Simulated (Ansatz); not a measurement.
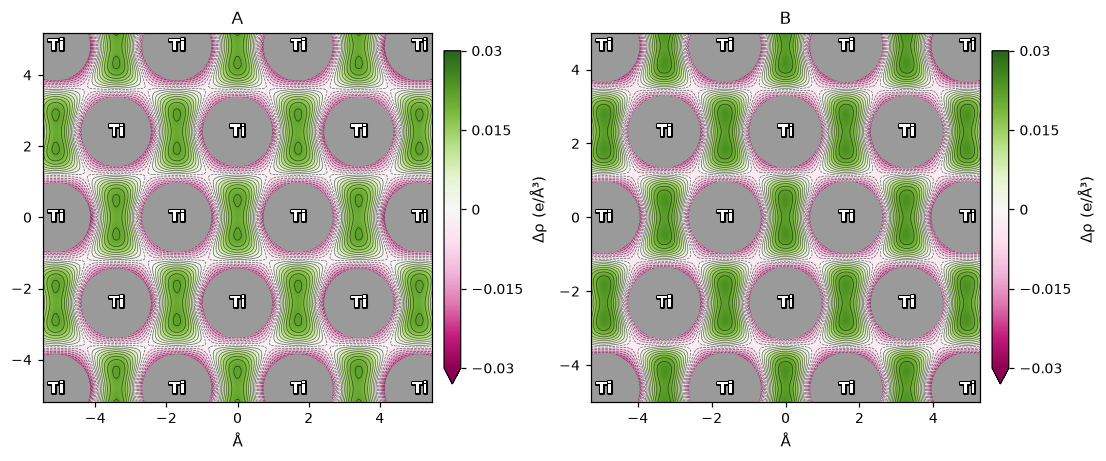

Ti: deformation density on the (11̄0) plane of the conventional cell at two volumes, with the same fractional coordinates and one colour scale. Grey discs cover the cores.

Space group Im-3m. This isn't the usual form at ambient conditions.

The calculation used DFT PBE, scalar-relativistic, plane waves, PAW in Ansatz.

How do the two volumes compare, and how does the bonding charge respond?

A is the larger cell: A has 112 % of the volume of B. From B to A, Ti–Ti goes from 2.84 to 2.95 Å, and Δρ at its midpoint stays at about zero. The pressure is −2 GPa in B and −12 GPa in A. The rearranged charge is 0.15 e an atom in B and 0.16 e in A.

Run times: 3.1 s (base cell) and 2.6 s (scaled cell), on 2 threads of Arm Neoverse V2, on a shared host.
